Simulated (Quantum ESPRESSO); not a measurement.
# SrO (Fm-3m): zone-centre phonons, part 2 of 5

Aim: the zone-centre modes of SrO (Fm-3m).

Quantum ESPRESSO 7.5; DFT PBE, scalar-relativistic, plane waves, PseudoDojo norm-conserving pseudopotentials.

So far. Step 2 (A probe with smearing): A gap of 3.3 eV opens on this mesh, so the crystal is taken as an insulator; the start stands at 3.1 GPa. Step 4 (Ground state): The cell stands at 0.005 GPa, close enough for phonons.

The database entry behind the starting cell differs from later determinations by our own check (about 0.5 % short), so it need not match the best structure at ambient conditions.

### 5. Zone-centre response

At q = 0 one unit cell holds all displacements; symmetry groups them into irreducible representations that are solved one by one. The response to a field gives ε∞ and the Born charges, which polar modes need.

Input file ph.in:

```
phonons
&INPUTPH
  prefix = 'x'
  outdir = './tmp'
  fildyn = 'g.dyn'
  tr2_ph = 1.0d-18
  epsil  = .true.
/
0.000000000000 0.000000000000 0.000000000000
```

On the command line:

```console
$ OMP_NUM_THREADS=1 mpirun -n 4 ph.x -nk 4 -in ph.in > ph.out
```

The program printed:

```text
[banners, grids, parts of the stress and lines that vanish by symmetry left out]
[banner, memory and clock lines left out]
Program PHONON v.7.5

     ./tmp/x.save/

     IMPORTANT: XC functional enforced from input :
     Exchange-correlation= PBE
                           (   1   4   3   4   0   0   0)
     Any further DFT definition will be discarded
     Please, verify this is what you really want

     G-vector sticks info

     Reading collected, re-writing distributed wavefunctions in ./tmp/

     Number and degeneracy of irreps per q-point
       N         xq(1)         xq(2)         xq(3)   N irreps
       1   0.000000000   0.000000000   0.000000000       2
        3   3

     Calculation of q =    0.0000000   0.0000000   0.0000000

     phonons

     bravais-lattice index     =            2
     lattice parameter (alat)  =       9.8099  a.u.
     unit-cell volume          =     236.0148 (a.u.)^3
     number of atoms/cell      =            2
     number of atomic types    =            2
     kinetic-energy cut-off    =      92.0000  Ry
     charge density cut-off    =     368.0000  Ry
     convergence threshold     =      1.0E-18
     beta                      =       0.7000
     number of iterations used =            4
     Exchange-correlation= PBE
                           (   1   4   3   4   0   0   0)

     celldm(1)=    9.80994  celldm(2)=    0.00000  celldm(3)=    0.00000
     celldm(4)=    0.00000  celldm(5)=    0.00000  celldm(6)=    0.00000

     crystal axes: (cart. coord. in units of alat)
               a(1) = ( -0.5000  0.0000  0.5000 )
               a(2) = (  0.0000  0.5000  0.5000 )
               a(3) = ( -0.5000  0.5000  0.0000 )

     reciprocal axes: (cart. coord. in units 2 pi/alat)
               b(1) = ( -1.0000 -1.0000  1.0000 )
               b(2) = (  1.0000  1.0000  1.0000 )
               b(3) = ( -1.0000  1.0000 -1.0000 )

     Atoms inside the unit cell:

     Cartesian axes

     site n.  atom      mass           positions (alat units)
        1  Sr     87.6200   tau(    1) = (   -0.50000    0.50000    0.50000  )
        2  O      15.9990   tau(    2) = (    0.00000    0.00000    0.00000  )

     Computing dynamical matrix for
                    q = (   0.0000000   0.0000000   0.0000000 )

     49 Sym.Ops. (with q -> -q+G )

     G cutoff =  897.0587  (  27989 G-vectors)     FFT grid: ( 45, 45, 45)
     number of k points=    29
                       cart. coord. in units 2pi/alat
        k(    1) = (   0.0000000   0.0000000   0.0000000), wk =   0.0039062
        k(    2) = (  -0.1250000   0.1250000  -0.1250000), wk =   0.0312500
        k(    3) = (  -0.2500000   0.2500000  -0.2500000), wk =   0.0312500
        [... further k-points left out ...]

     PseudoPot. # 1 for Sr read from file:
     ./pseudo/Sr.upf
     Pseudo is Norm-conserving + core correction, Zval = 10.0
     Using radial grid of 1834 points,  6 beta functions with:
                l(1) =   0
                l(2) =   0
                l(3) =   1
                l(4) =   1
                l(5) =   2
                l(6) =   2

     PseudoPot. # 2 for O  read from file:
     ./pseudo/O.upf
     Pseudo is Norm-conserving + core correction, Zval =  6.0
     Using radial grid of  936 points,  5 beta functions with:
                l(1) =   0
                l(2) =   0
                l(3) =   1
                l(4) =   1
                l(5) =   2

     Mode symmetry, O_h (m-3m)  point group:

     Electric field:
     Dielectric constant
     Born effective charges as d Force / d E

     Atomic displacements:
     There are    2 irreducible representations

     Representation     1      3 modes -  To be done

     Representation     2      3 modes -  To be done

     Alpha used in Ewald sum =   2.8000

     Electric Fields Calculation

      iter #   1   av.it.:   6.5
      thresh= 1.000E-02 alpha_mix =  0.700 |ddv_scf|^2 =  1.918E-08

      iter #   2   av.it.:  12.5
      thresh= 1.385E-05 alpha_mix =  0.700 |ddv_scf|^2 =  1.666E-09

      iter #   3   av.it.:  12.3
      thresh= 4.082E-06 alpha_mix =  0.700 |ddv_scf|^2 =  1.792E-10

      iter #   4   av.it.:  12.1
      thresh= 1.339E-06 alpha_mix =  0.700 |ddv_scf|^2 =  4.152E-12

      iter #   5   av.it.:  12.1
      thresh= 2.038E-07 alpha_mix =  0.700 |ddv_scf|^2 =  6.494E-14

      iter #   6   av.it.:  12.6
      thresh= 2.548E-08 alpha_mix =  0.700 |ddv_scf|^2 =  7.760E-16

      iter #   7   av.it.:  11.8
      thresh= 2.786E-09 alpha_mix =  0.700 |ddv_scf|^2 =  7.379E-17

      iter #   8   av.it.:  12.3
      thresh= 8.590E-10 alpha_mix =  0.700 |ddv_scf|^2 =  1.963E-19

     End of electric fields calculation

          Dielectric constant in cartesian axis

          (       3.772995386       0.000000000      -0.000000000 )
          (       0.000000000       3.772995386      -0.000000000 )
          (      -0.000000000      -0.000000000       3.772995386 )

          Effective charges (d Force / dE) in cartesian axis without acoustic sum rule applied (asr)

           atom    1  Sr    Mean Z*:        2.43776
      Ex  (        2.43776        0.00000       -0.00000 )
      Ey  (       -0.00000        2.43776        0.00000 )
      Ez  (       -0.00000        0.00000        2.43776 )
           atom    2  O     Mean Z*:       -2.43794
      Ex  (       -2.43794        0.00000        0.00000 )
      Ey  (        0.00000       -2.43794       -0.00000 )
      Ez  (        0.00000       -0.00000       -2.43794 )

          Effective charges Sum: Mean:       -0.00018
             -0.00018        0.00000       -0.00000
              0.00000       -0.00018       -0.00000
              0.00000       -0.00000       -0.00018

          Effective charges (d Force / dE) in cartesian axis with asr applied:
           atom    1  Sr    Mean Z*:        2.43785
      E*x (        2.43785        0.00000       -0.00000 )
      E*y (       -0.00000        2.43785        0.00000 )
      E*z (       -0.00000        0.00000        2.43785 )
           atom    2  O     Mean Z*:       -2.43785
      E*x (       -2.43785       -0.00000        0.00000 )
      E*y (        0.00000       -2.43785       -0.00000 )
      E*z (        0.00000       -0.00000       -2.43785 )

     Representation #   1 modes #   1   2   3

     Self-consistent Calculation

      iter #   1   av.it.:   6.9
      thresh= 1.000E-02 alpha_mix =  0.700 |ddv_scf|^2 =  4.597E-07

      iter #   2   av.it.:  12.9
      thresh= 6.780E-05 alpha_mix =  0.700 |ddv_scf|^2 =  1.036E-08

      iter #   3   av.it.:  13.2
      thresh= 1.018E-05 alpha_mix =  0.700 |ddv_scf|^2 =  2.145E-10

      iter #   4   av.it.:  13.0
      thresh= 1.465E-06 alpha_mix =  0.700 |ddv_scf|^2 =  7.602E-12

      iter #   5   av.it.:  13.1
      thresh= 2.757E-07 alpha_mix =  0.700 |ddv_scf|^2 =  1.175E-13

      iter #   6   av.it.:  12.7
      thresh= 3.427E-08 alpha_mix =  0.700 |ddv_scf|^2 =  5.908E-16

[...]
End of self-consistent calculation

     Convergence has been achieved

     Representation #   2 modes #   4   5   6

     Self-consistent Calculation

[...]
iter #   2   av.it.:  12.9
      thresh= 5.932E-05 alpha_mix =  0.700 |ddv_scf|^2 =  2.222E-08

      iter #   3   av.it.:  12.8
      thresh= 1.491E-05 alpha_mix =  0.700 |ddv_scf|^2 =  4.226E-10

      iter #   4   av.it.:  12.6
      thresh= 2.056E-06 alpha_mix =  0.700 |ddv_scf|^2 =  8.182E-13

      iter #   5   av.it.:  12.6
      thresh= 9.046E-08 alpha_mix =  0.700 |ddv_scf|^2 =  1.435E-14

      iter #   6   av.it.:  12.6
      thresh= 1.198E-08 alpha_mix =  0.700 |ddv_scf|^2 =  6.808E-16

      iter #   7   av.it.:  12.6
      thresh= 2.609E-09 alpha_mix =  0.700 |ddv_scf|^2 =  1.848E-17

      iter #   8   av.it.:  12.9
      thresh= 4.299E-10 alpha_mix =  0.700 |ddv_scf|^2 =  3.239E-19

     End of self-consistent calculation

     Convergence has been achieved

     Number of q in the star =    1
     List of q in the star:
          1   0.000000000   0.000000000   0.000000000

          Dielectric constant in cartesian axis

          (       3.772995386       0.000000000      -0.000000000 )
          (       0.000000000       3.772995386      -0.000000000 )
          (      -0.000000000      -0.000000000       3.772995386 )

          Effective charges (d Force / dE) in cartesian axis without acoustic sum rule applied (asr)

           atom    1  Sr    Mean Z*:        2.43776
      Ex  (        2.43776        0.00000       -0.00000 )
      Ey  (       -0.00000        2.43776        0.00000 )
      Ez  (       -0.00000        0.00000        2.43776 )
           atom    2  O     Mean Z*:       -2.43794
      Ex  (       -2.43794        0.00000        0.00000 )
      Ey  (        0.00000       -2.43794       -0.00000 )
      Ez  (        0.00000       -0.00000       -2.43794 )

          Effective charges Sum: Mean:       -0.00018
             -0.00018        0.00000       -0.00000
              0.00000       -0.00018       -0.00000
              0.00000       -0.00000       -0.00018

          Effective charges (d Force / dE) in cartesian axis with asr applied:
           atom    1  Sr    Mean Z*:        2.43785
      E*x (        2.43785        0.00000       -0.00000 )
      E*y (       -0.00000        2.43785        0.00000 )
      E*z (       -0.00000        0.00000        2.43785 )
           atom    2  O     Mean Z*:       -2.43785
      E*x (       -2.43785       -0.00000        0.00000 )
      E*y (        0.00000       -2.43785       -0.00000 )
      E*z (        0.00000       -0.00000       -2.43785 )

     Diagonalizing the dynamical matrix

     q = (    0.000000000   0.000000000   0.000000000 )

 **************************************************************************
     freq (    1) =       0.142999 [THz] =       4.769935 [cm-1]
     freq (    2) =       0.142999 [THz] =       4.769935 [cm-1]
     freq (    3) =       0.142999 [THz] =       4.769935 [cm-1]
     freq (    4) =       5.705742 [THz] =     190.323070 [cm-1]
     freq (    5) =       5.705742 [THz] =     190.323070 [cm-1]
     freq (    6) =       5.705742 [THz] =     190.323070 [cm-1]
 **************************************************************************

     Mode symmetry, O_h (m-3m)  point group:

     freq (   1-   3) =          4.8  [cm-1]   --> T_1u G_15  G_4- I
     freq (   4-   6) =        190.3  [cm-1]   --> T_1u G_15  G_4- I
```

It took 2.3 min on 4 MPI ranks of Arm Neoverse V1, shared host; 9.1 min of CPU time.

This step gave:

```yaml
miss_of_the_charge_sum_rule: 1.80e-4 e
largest_acoustic_frequency_at_the_zone_centre_before_the_sum_rule: 4.77 cm⁻¹
highest_optical_zone_centre_mode_no_lo_to_term: 190.3 cm⁻¹
lowest_optical_zone_centre_mode: 190.3 cm⁻¹
mean_high_frequency_dielectric_constant: 3.773
largest_born_charge_in_size_third_of_the_trace: 2.438 e
```

Born charge (rows field, columns displacement), before the sum rule (e), principal values of the symmetric part by kind of site:

```
atom  atoms with these values    low  middle   high   mean
 Sr1                        1   2.44    2.44   2.44   2.44
  O2                        1  -2.44   -2.44  -2.44  -2.44
```

In full for O2:

```
-2.44  0.00  0.00
 0.00 -2.44  0.00
 0.00  0.00 -2.44
```

High-frequency dielectric tensor:

```
3.77 0.00 0.00
0.00 3.77 0.00
0.00 0.00 3.77
```

The acoustic modes at Γ come out as far as 4.8 cm⁻¹ from zero, where they should vanish, a small numerical error; the Born charges miss their sum rule by 1.8e-4 e, which is good.

### 6. Zone-centre analysis

A rigid shift of the crystal must cost nothing, but grids and finite bases break this; the acoustic sum rule is imposed before the matrix is diagonalised again. With Born charges the intensities follow, and the static dielectric tensor.

Input file dynmat.in:

```
&INPUT
  fildyn = 'g.dyn'
  asr    = 'simple'
  fileig = 'dynmat.eig'
  lperm  = .true.
/
```

On the command line:

```console
$ dynmat.x -in dynmat.in > dynmat.out
```

The program printed:

```text
[banner, memory and clock lines left out]
Program DYNMAT v.7.5

     Reading Dynamical Matrix from file g.dyn
     ...Force constants read
     ...epsilon and Z* read
     A direction for q was not specified:TO-LO splitting will be absent

     Polarizability (A^3 units)
     multiply by 0.519661 for Clausius-Mossotti correction
         7.717593    0.000000   -0.000000
         0.000000    7.717593   -0.000000
        -0.000000   -0.000000    7.717593

     IR activities are in (D/A)^2/amu units

# mode   [cm-1]    [THz]      IR
    1     -0.00   -0.0000    0.0000
    2      0.00    0.0000    0.0000
    3      0.00    0.0000    0.0000
    4    189.99    5.6956   10.1351
    5    189.99    5.6956   10.1351
    6    189.99    5.6956   10.1351

Electronic dielectric permittivity tensor (relative, adimensional)
         3.772995    0.000000   -0.000000
         0.000000    3.772995   -0.000000
        -0.000000   -0.000000    3.772995

 ... with zone-center polar mode contributions
        20.896713   -0.000000    0.000000
        -0.000000   20.896713   -0.000000
         0.000000   -0.000000   20.896713
```

Run time: 0.46 s. Hardware: 1 thread.

This step gave:

| Property | Result |
| --- | --- |
| highest optical zone-centre mode (no LO-TO term) | 190.0 cm⁻¹ |
| lowest optical zone-centre mode | 190.0 cm⁻¹ |
| mean static dielectric constant | 20.90 |

Unit eigenvectors of the mass-weighted matrix after the sum rule; no LO-TO term. The modes at Γ (shares of kinetic energy by element, %):

```
mode  frequency (cm⁻¹)  symmetry  Sr %  O %
   1               0.0  acoustic    85   15
   2               0.0  acoustic    85   15
   3               0.0  acoustic    85   15
   4             190.0       T1u    15   85
   5             190.0       T1u    15   85
   6             190.0       T1u    15   85
```

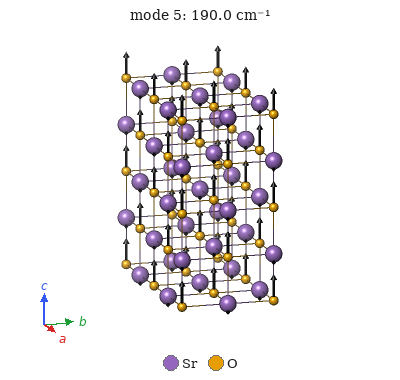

Displacement patterns of mode 5 at Γ; arrows are exaggerated. 2×1×2 conventional cells are drawn. Some periodic images of atoms are drawn too.

Degenerate modes summed, no LO-TO term. Infrared lines, with heights relative to the strongest:

```
position (cm⁻¹)  lines merged  label  IR intensity, relative
            190             3    T1u                     100
```

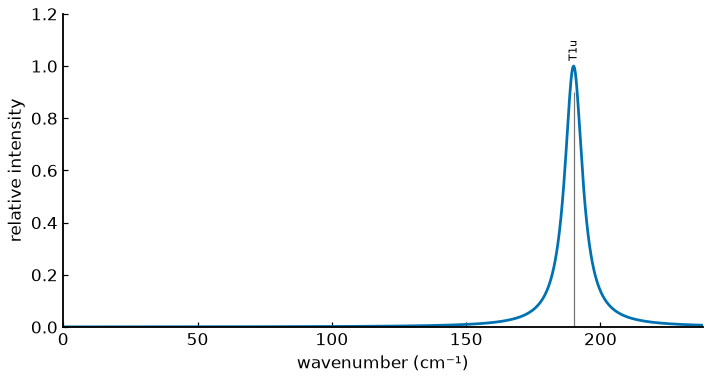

The infrared spectrum, broadened with Lorentzians of width 8 cm⁻¹; bars mark the lines.

Static dielectric tensor (ions relaxed, fixed cell):

```
20.90  0.00  0.00
 0.00 20.90  0.00
 0.00  0.00 20.90
```

The rule also moves an optical mode by 0.3 cm⁻¹.

(Continued in part 3 of 5.)

[Host names and launcher messages were left out of these logs when they were recorded.]

[Logs are printed without paths, hosts, clocks, repeated set-up lines and the standing remarks that a program may print on its own settings, such as how far it seeks lower states.]

[Hosts, paths, dates, database ids (printed as entryN), source tags and the programs' standing remarks are cut or masked in the printed files.]
